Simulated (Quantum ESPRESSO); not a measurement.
## A series of single points on NaF

System: NaF (2 atoms in the cell).
Method: Kohn-Sham DFT of a periodic cell, LDA, PseudoDojo 0.4.1 SR LDA standard, no spin polarisation (Quantum ESPRESSO 7.5).

The 7 runs differ only in the geometry, by an even scaling of the cell at fixed fractional positions. The structure derives from an entry of the Crystallography Open Database.

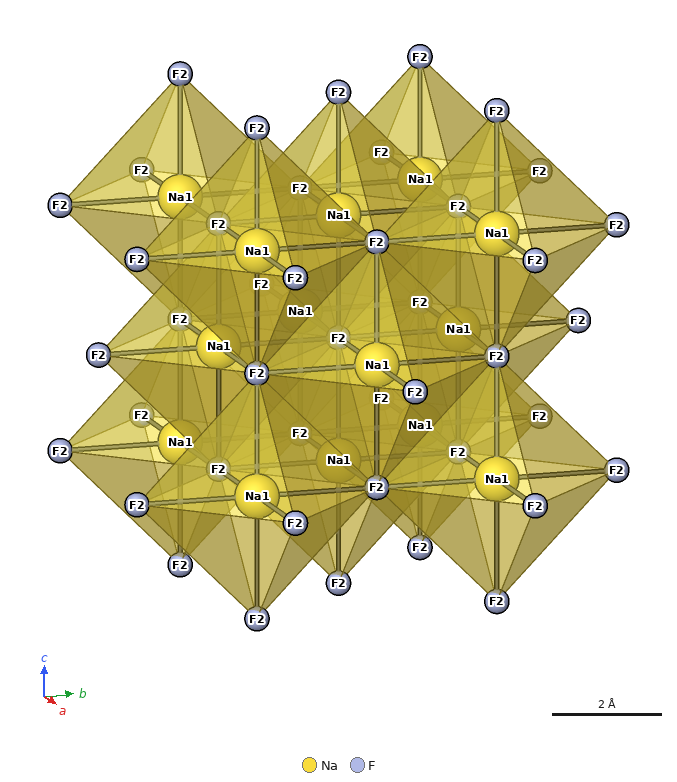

Figure 1. The structure of run 4 (polyhedral view of the cell 4 times as large as that of the calculation, set on its symmetry axes, seen slightly off an axis; polyhedra are completed across the faces of the cell; atoms are numbered from 1 in the order of the input).

## Input of run 4
```
&CONTROL
  calculation = 'scf'
  prefix = 'pwscf'
  outdir = './tmp'
  pseudo_dir = './pseudo'
  tprnfor = .true.
  tstress = .true.
  disk_io = 'low'
/
&SYSTEM
  ibrav = 0
  nat = 2
  ntyp = 2
  ecutwfc = 88
  nbnd = 14
  occupations = 'smearing'
  smearing = 'fd'
  degauss = 0.00367493
/
&ELECTRONS
  conv_thr = 4d-10
  electron_maxstep = 120
  mixing_beta = 0.5
/
ATOMIC_SPECIES
Na    22.9898 Na.upf
F     18.9984 F.upf
CELL_PARAMETERS angstrom
   0.0000000000    2.3200000000    2.3200000000
   2.3200000000    0.0000000000    2.3200000000
   2.3200000000    2.3200000000    0.0000000000
ATOMIC_POSITIONS angstrom
Na     0.0000000000    0.0000000000    0.0000000000
F      2.3200000000    2.3200000000    2.3200000000
K_POINTS automatic
10 10 10 0 0 0
```

## File bands.in of run 4
```
&CONTROL
  calculation = 'bands'
  prefix = 'pwscf'
  outdir = './tmp'
  pseudo_dir = './pseudo'
  disk_io = 'low'
  verbosity = 'high'
/
&SYSTEM
  ibrav = 0
  nat = 2
  ntyp = 2
  ecutwfc = 88
  nbnd = 14
  occupations = 'smearing'
  smearing = 'fd'
  degauss = 0.00367493
/
&ELECTRONS
  conv_thr = 1d-08
  electron_maxstep = 120
  mixing_beta = 0.5
  diago_full_acc = .true.
/
ATOMIC_SPECIES
Na    22.9898 Na.upf
F     18.9984 F.upf
CELL_PARAMETERS angstrom
   0.0000000000    2.3200000000    2.3200000000
   2.3200000000    0.0000000000    2.3200000000
   2.3200000000    2.3200000000    0.0000000000
ATOMIC_POSITIONS angstrom
Na     0.0000000000    0.0000000000    0.0000000000
F      2.3200000000    2.3200000000    2.3200000000
K_POINTS crystal
60
 0.0000000000  0.0000000000  0.0000000000 1
 0.0625000000  0.0000000000  0.0625000000 1
 0.1250000000  0.0000000000  0.1250000000 1
 0.1875000000  0.0000000000  0.1875000000 1
 0.2500000000  0.0000000000  0.2500000000 1
 0.3125000000  0.0000000000  0.3125000000 1
 0.3750000000  0.0000000000  0.3750000000 1
 0.4375000000  0.0000000000  0.4375000000 1
 0.5000000000  0.0000000000  0.5000000000 1
 0.5000000000  0.0625000000  0.5625000000 1
 0.5000000000  0.1250000000  0.6250000000 1
 0.5000000000  0.1875000000  0.6875000000 1
 0.5000000000  0.2500000000  0.7500000000 1
 0.4375000000  0.3125000000  0.7500000000 1
 0.3750000000  0.3750000000  0.7500000000 1
 0.3375000000  0.3375000000  0.6750000000 1
 0.3000000000  0.3000000000  0.6000000000 1
 0.2625000000  0.2625000000  0.5250000000 1
 0.2250000000  0.2250000000  0.4500000000 1
 0.1875000000  0.1875000000  0.3750000000 1
 0.1500000000  0.1500000000  0.3000000000 1
 0.1125000000  0.1125000000  0.2250000000 1
 0.0750000000  0.0750000000  0.1500000000 1
 0.0375000000  0.0375000000  0.0750000000 1
 0.0000000000  0.0000000000  0.0000000000 1
 0.0625000000  0.0625000000  0.0625000000 1
 0.1250000000  0.1250000000  0.1250000000 1
 0.1875000000  0.1875000000  0.1875000000 1
 0.2500000000  0.2500000000  0.2500000000 1
 0.3125000000  0.3125000000  0.3125000000 1
 0.3750000000  0.3750000000  0.3750000000 1
 0.4375000000  0.4375000000  0.4375000000 1
 0.5000000000  0.5000000000  0.5000000000 1
 0.5250000000  0.4500000000  0.5250000000 1
 0.5500000000  0.4000000000  0.5500000000 1
 0.5750000000  0.3500000000  0.5750000000 1
 0.6000000000  0.3000000000  0.6000000000 1
 0.6250000000  0.2500000000  0.6250000000 1
 0.5833333333  0.2500000000  0.6666666667 1
 0.5416666667  0.2500000000  0.7083333333 1
 0.5000000000  0.2500000000  0.7500000000 1
 0.5000000000  0.2857142857  0.7142857143 1
 0.5000000000  0.3214285714  0.6785714286 1
 0.5000000000  0.3571428571  0.6428571429 1
 0.5000000000  0.3928571429  0.6071428571 1
 0.5000000000  0.4285714286  0.5714285714 1
 0.5000000000  0.4642857143  0.5357142857 1
 0.5000000000  0.5000000000  0.5000000000 1
 0.4821428571  0.4821428571  0.5357142857 1
 0.4642857143  0.4642857143  0.5714285714 1
 0.4464285714  0.4464285714  0.6071428571 1
 0.4285714286  0.4285714286  0.6428571429 1
 0.4107142857  0.4107142857  0.6785714286 1
 0.3928571429  0.3928571429  0.7142857143 1
 0.3750000000  0.3750000000  0.7500000000 1
 0.6250000000  0.2500000000  0.6250000000 1
 0.5937500000  0.1875000000  0.5937500000 1
 0.5625000000  0.1250000000  0.5625000000 1
 0.5312500000  0.0625000000  0.5312500000 1
 0.5000000000  0.0000000000  0.5000000000 1
```

Command:
```bash
OMP_NUM_THREADS=1 pw.x -in pw.in > pw.out
OMP_NUM_THREADS=1 pw.x -in bands.in > bands.out
```

Run 3 has the same physical settings and fractional positions; its lattice vectors (Å) are:
```
   0.000000    2.304429    2.304429
   2.304429    0.000000    2.304429
   2.304429    2.304429    0.000000
```

## Results, with one run withheld

```csv
run,volume per atom (Å³),"free energy per atom, from the lowest run given (meV)",pressure (GPa),gap on the mesh (eV)
1,11.738,0.00,−1.63,6.31
2,11.988,3.39,−2.70,6.19
3,12.237,?,?,?
4,12.487,14.69,−4.48,5.97
5,12.737,22.25,−5.21,5.87
6,12.987,30.89,−5.86,5.77
7,13.236,40.48,−6.43,5.68
```

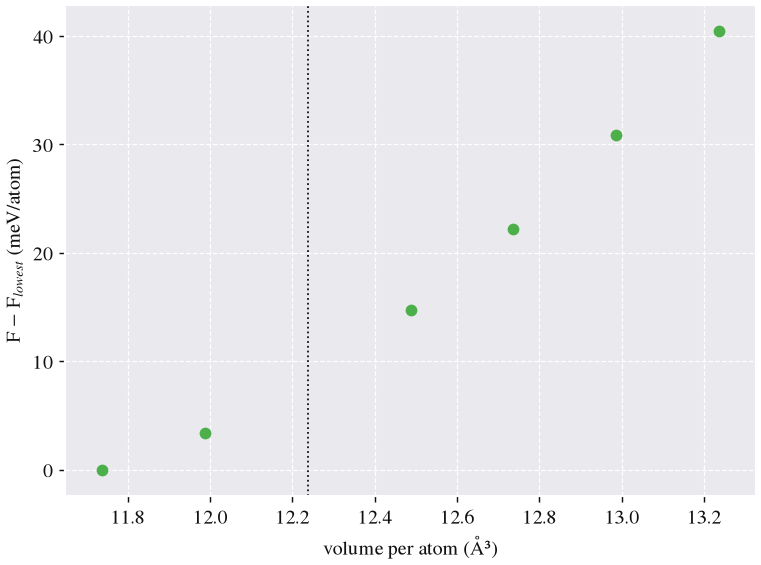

Figure 2. Free energy per atom of the runs given; the dotted line marks run 3.

Fit the runs given and predict run 3.

A cubic polynomial in V^(−2/3) (the Birch–Murnaghan form), fitted to the 6 runs given, misses them by at most 0.01 meV per atom. With x = V^(−2/3) − 0.18556 Å⁻², it reads F = 15.341 − 2869.6 x + 1.184e+05 x² + 1.6748e+05 x³ (meV per atom). At run 3 it gives 8.34 meV per atom, and the run itself gives 8.34. The slope of the fit gives a pressure −dF/dV of −3.64 GPa there, and the run prints −3.65 GPa. The fit has no minimum inside this range. The gap on the mesh goes, without turning, from 6.31 eV in run 1 to 5.68 eV in run 7; run 3 has 6.08 eV. These are gaps of this functional on this mesh, which can miss the band edges; they aren't the measured gap.

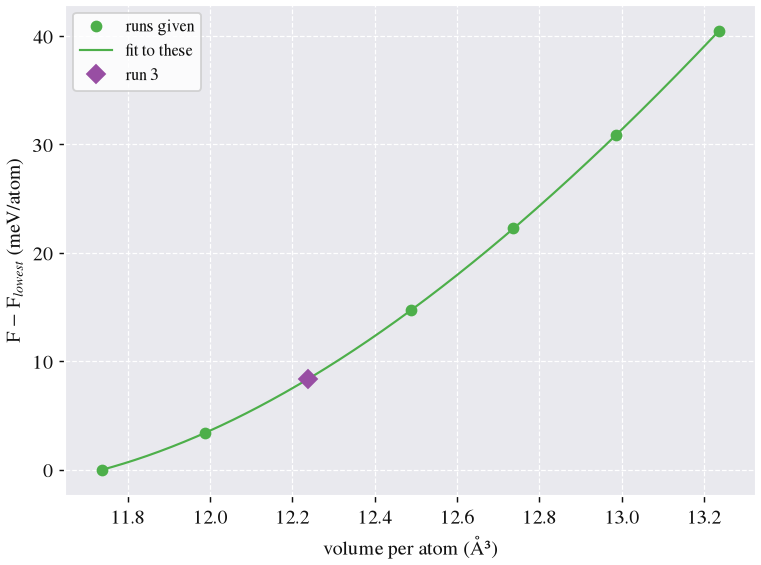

Figure 3. The fit and the withheld run.

## Some lines of the output (run 3)
```
[...]
     unit-cell volume          =     165.1645 (a.u.)^3
     number of k points=    47  Fermi-Dirac smearing, width (Ry)=  0.0037
     total energy              =    -140.56073221 Ry
     total energy              =    -140.61060787 Ry
     total energy              =    -140.61547437 Ry
     total energy              =    -140.61562762 Ry
     total energy              =    -140.61563346 Ry
     total energy              =    -140.61563360 Ry
     total energy              =    -140.61563374 Ry
     the Fermi energy is     4.3070 ev
!    total energy              =    -140.61563375 Ry
     The total energy is F=E-TS. E is the sum of the following terms:
     Computing stress (Cartesian axis) and pressure
          total   stress  (Ry/bohr**3)                   (kbar)     P=      -36.46
```
